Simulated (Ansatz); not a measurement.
**A series of single points on Al**

System: Al (Fd-3m, 2 atoms in the cell).
Method: DFT, LDA (PW92), plane waves (420 eV) with PAW, scalar-relativistic, no spin polarisation (Ansatz 0.2.0).

The 5 runs differ only in the geometry, by an even scaling of the cell at fixed fractional positions.

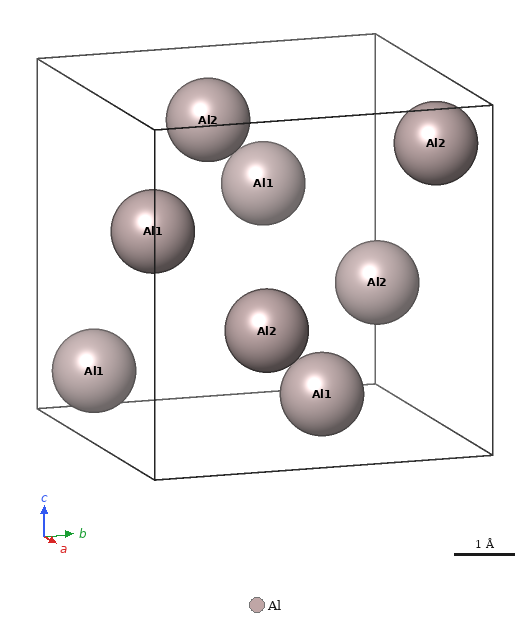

Figure 1. The structure of run 3 (spheres-only view of the cell 4 times as large as that of the calculation, set on its symmetry axes, seen slightly off an axis; atoms are numbered from 1 in the order of the input).

**Input of run 3**
```yaml
crystal:
  lattice:
    - [0.0, 3.0136189231, 3.0136189231]
    - [3.0136189231, 0.0, 3.0136189231]
    - [3.0136189231, 3.0136189231, 0.0]
  atoms:
    - { symbol: Al, position: [0.125, 0.125, 0.125] }
    - { symbol: Al, position: [0.875, 0.875, 0.875] }
hamiltonian:
  xc: lda
  pseudopotentials:
    kind: paw
    azcp:
      Al: "pseudopotentials/Al.paw.azcp"
basis:
  ecutwfc: 420
  fft_grid_basis: typed
kpoints:
  mp_grid: { grid: [10, 10, 10], shift: [0, 0, 0] }
magnetization:
  spin_polarized: false
scf:
  occupations: { method: fermi_dirac, width: 0.1 }
  lower_state_search: "off"
output:
  stress: true
```

Lattice vectors (Å) and fractional positions of run 3:
```
   0.000000    3.013619    3.013619
   3.013619    0.000000    3.013619
   3.013619    3.013619    0.000000
Al  0.125000  0.125000  0.125000
Al  0.875000  0.875000  0.875000
```

Run 2 differs from it as follows:
```diff
-    - [0.0, 3.0136189231, 3.0136189231]
-    - [3.0136189231, 0.0, 3.0136189231]
-    - [3.0136189231, 3.0136189231, 0.0]
+    - [0.0, 2.934276027, 2.934276027]
+    - [2.934276027, 0.0, 2.934276027]
+    - [2.934276027, 2.934276027, 0.0]
```

**Results, with one run withheld**

| run | volume per atom (Å³) | free energy per atom, from the lowest run given (meV) | pressure (GPa) |
| --- | --- | --- | --- |
| 1 | 24.211 | 20.14 | 4.11 |
| 2 | 25.264 | ? | ? |
| 3 | 27.369 | 0.00 | −1.49 |
| 4 | 28.422 | 13.88 | −2.69 |
| 5 | 29.475 | 34.90 | −3.67 |

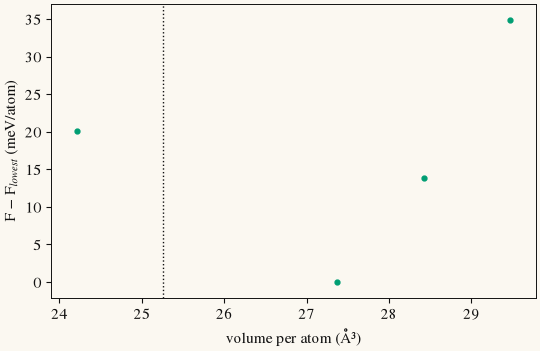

Figure 2. Free energy per atom of the runs given; the dotted line marks run 2.

Estimate the energy of run 2 from the others.

A quadratic polynomial in V^(−2/3) (the Birch–Murnaghan form), fitted to the 4 runs given, misses them by at most 0.05 meV per atom. With x = V^(−2/3) − 0.11044 Å⁻², it reads F = −1.0352 − 3029.3 x + 5.9341e+05 x² (meV per atom). At run 2 it gives 0.99 meV per atom, and the run itself gives 0.84. The slope of the fit gives a pressure −dF/dV of 1.84 GPa there, and the run prints 1.84 GPa. The fit has its minimum at 26.328 Å³ per atom, where V d²F/dV² gives 41 GPa: the bulk modulus at this level, since symmetry fixes the shape and the positions.

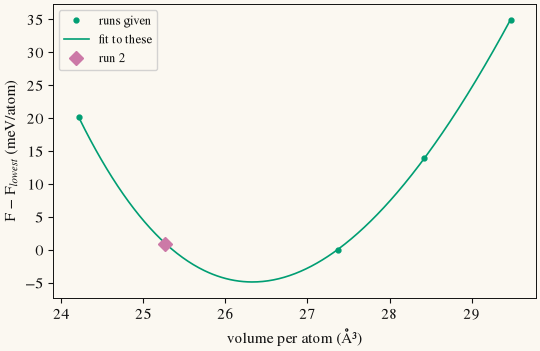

Figure 3. The fit and the withheld run.

**Output, shortened to warnings, some set-up lines, iterations and results (run 2)**
```
Warning: [file] the record states the generating functional pbe (its physics header spells it `PBE`), which answers neither for hamiltonian.xc's functional nor for the lda family's — results may be inconsistent (PPs are generated against a specific XC)
Basis set: ecut = 420 eV, 965 PW (Γ)
Symmetry: 48 space group operations
k-points: 47 of 1000
Initial density: superposition of atomic densities (neutral atoms: chi_scale 0, normalization atom), corrected by the library's trained network
[...]
SCF iter   1: F=—  HF=-1024.163593 eV  |F-HF|=—  |Δ(HF+E_count)|=         —  Δρ=2.43e-3  dr2=2.98e-3  ethr=1.77e-3  ⟨swp⟩=5.7  Hψ=3031  notcnv=0
SCF iter   2: F=—  HF=-1024.163092 eV  |F-HF|=—  |Δ(HF+E_count)|=   5.01e-4  Δρ=1.48e-3  dr2=1.15e-3  ethr=4.97e-5  ⟨swp⟩=1.0  Hψ=708  notcnv=0
SCF iter   3: F=—  HF=-1024.162834 eV  |F-HF|=—  |Δ(HF+E_count)|=   2.59e-4  Δρ=8.08e-5  dr2=2.71e-6  ethr=1.92e-5  ⟨swp⟩=2.0  Hψ=461  notcnv=0
SCF iter   4: F=—  HF=-1024.162833 eV  |F-HF|=—  |Δ(HF+E_count)|=   2.93e-7  Δρ=1.17e-5  dr2=1.14e-7  ethr=4.51e-8  ⟨swp⟩=2.3  Hψ=472  notcnv=0
SCF iter   5: F=-1024.162833 eV  HF=-1024.162833 eV  |F-HF|=4.07e-10  |Δ(HF+E_count)|=   4.24e-8  Δρ=1.42e-6  dr2=1.28e-9  ethr=1.90e-9  ⟨swp⟩=2.0  Hψ=466  notcnv=0
SCF iter   6: F=-1024.162833 eV  HF=-1024.162833 eV  |F-HF|=0.00e0  |Δ(HF+E_count)|=  2.58e-10  Δρ=4.57e-8  dr2=1.06e-12  ethr=2.14e-11  ⟨swp⟩=1.2  Hψ=943  notcnv=0
SCF 1 converged in 6 iterations: F = -1024.162833 eV  dr2 = 1.06e-12
SCF converged after 6 iterations
Free energy (F): -1024.162833 eV
Harris-Foulkes:  -1024.162833 eV  (|F-HF|=0.00e0)
Internal energy: -1024.118197 eV  (E = F + TS)
E sigma→0 (E₀):  -1024.140515 eV
Entropy (-TS):   -0.044636 eV (-22.318 meV/atom)
Fermi energy:    3.166437 eV
--- Per-component energies (eV) ---
  E_band       = -0.564581
  E_kinetic    = 41.411105
  E_local      = -13.161096  (includes V_loc(G=0)·N_el)
  E_nonlocal   = 24.043748
  E_hartree    = 5.075827
  E_xc         = -75.740630
  E_vxc        = -54.653630  (∫ρ·V_xc dr)
  E_paw        = -886.900471  (= ΣΔE_a)
  E_vpaw       = -8.356351  (= ΣTr[D̂ρ^β])
  E_aug_tail   = -0.000008  (compensation charges beyond the density's cutoff)
  E_ewald      = -118.958106
  E_core_change = 0.111433  (= ΣΔE_core)
  E_smearing   = -0.044636  (= −TS)
  E_closure    = 0.000000  (closes the sum)
  Σ components = -1024.162833   (vs F -1024.162833, Δ=0.00e0)
--- Stress (GPa, compression-positive) ---
        1.844965       0.000000      -0.000000
       -0.000000       1.844965       0.000000
       -0.000000       0.000000       1.844965
  P = ⅓ Tr σ = 1.8450 GPa (18.450 kbar)
```

The program warns: the PAW datasets were made with another functional.
